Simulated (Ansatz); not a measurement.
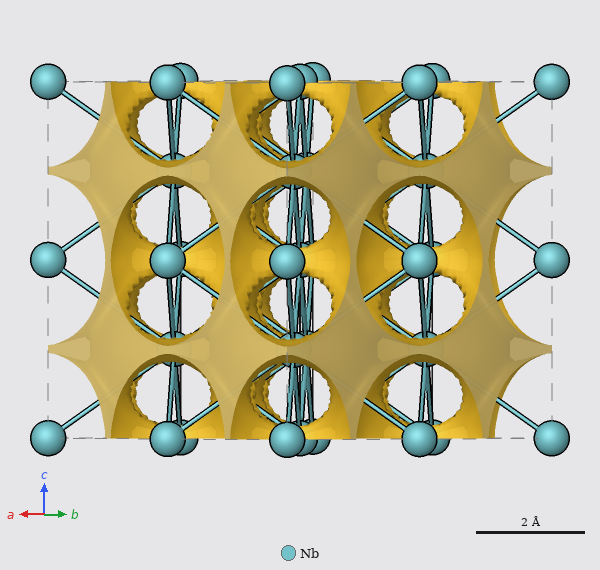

The yellow surface encloses the points that the centre of a probe sphere of radius 0.10 Å can occupy in Nb (Im-3m, No. 229), computed on a grid of about 0.14 Å (2×2×2 cells shown, view from a free direction; pale faces close the region where the box cuts it).

Atoms are hard spheres with metallic radii: Nb 1.46 Å.

Origin of the cell: the input geometry of an electronic-structure calculation (not necessarily at equilibrium).

```
Nb
1.0
     3.30430    0.00000    0.00000
     0.00000    3.30430    0.00000
     0.00000    0.00000    3.30430
Nb
2
Direct
  0.00000 0.00000 0.00000
  0.50000 0.50000 0.50000
```

> Do these regions connect?

Where they connect, they form a three-dimensional network.

> What share of the cell can the probe's centre reach?

About 15 % of the volume (5.5 Å³ of 36.1 Å³).

> Give the largest included and the largest free sphere.

The largest sphere that fits anywhere has a diameter of 0.77 Å; the largest that can travel through the crystal, about 0.6 Å.

> How does the connectivity change as the probe shrinks?

Below a radius of about 0.29 Å the space forms a three-dimensional network. These are grid estimates, good to about 0.05 Å.
